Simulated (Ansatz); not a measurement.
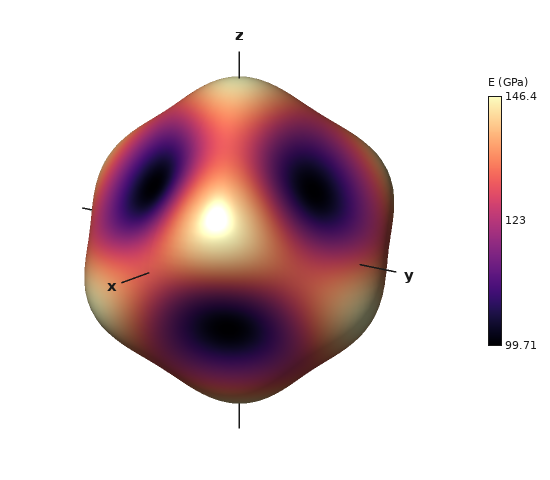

The picture above shows the Young's modulus as a surface whose radius and colour give its value in each direction for SiGe₂, space group P-3m1 (No. 164) (cell built by us, not taken from a database).

Structure:
```xyz
6
Lattice="3.9956 0.0000 0.0000 -1.9978 3.4603 0.0000 0.0000 0.0000 9.7869" Properties=species:S:1:pos:R:3 pbc="T T T"
Si    0.0000    2.3069    7.7464
Si    1.9978    1.1534    2.0405
Ge    1.9978    1.1534    4.4617
Ge    0.0000    0.0000    1.2492
Ge    0.0000    2.3069    5.3252
Ge    0.0000    0.0000    8.5377
```

How it was computed, with Ansatz 0.2.0: elastic stress-strain coefficients at zero temperature from small strains of the given cell, Voigt order xx yy zz yz xz xy, Cartesian axes of the cell vectors; plane waves with PAW datasets, Γ-centred k mesh. Level: PBE, no spin polarisation.

```csv
setting,value
wave cutoff,420 eV
k mesh,12×12×4
occupations,fixed
ions,relaxed
strain amplitude,0.002
```

Question: Between which limits does E lie over all directions?

Answer: Over all directions E runs from 100 to 146 GPa, a ratio of 1.47.

Question: What is E along the Cartesian axes and along their diagonal?

Answer: E is 131 GPa along x, 131 GPa along y and 146 GPa along z, and 131 GPa along the body diagonal x + y + z.

Limits of the calculation: a crossing between the sampled k points may be missed.

The computed values:

Stiffness matrix C (GPa), Voigt order:
```
       xx     yy     zz     yz    xz    xy
xx  146.3   34.5   26.2   11.3   0.0   0.0
yy   34.5  146.3   26.2  -11.3   0.0   0.0
zz   26.2   26.2  153.9    0.0   0.0   0.0
yz   11.4  -11.4    0.0   47.5   0.0   0.0
xz    0.0    0.0    0.0    0.0  47.5  11.4
xy    0.0    0.0    0.0    0.0  11.3  55.9
```
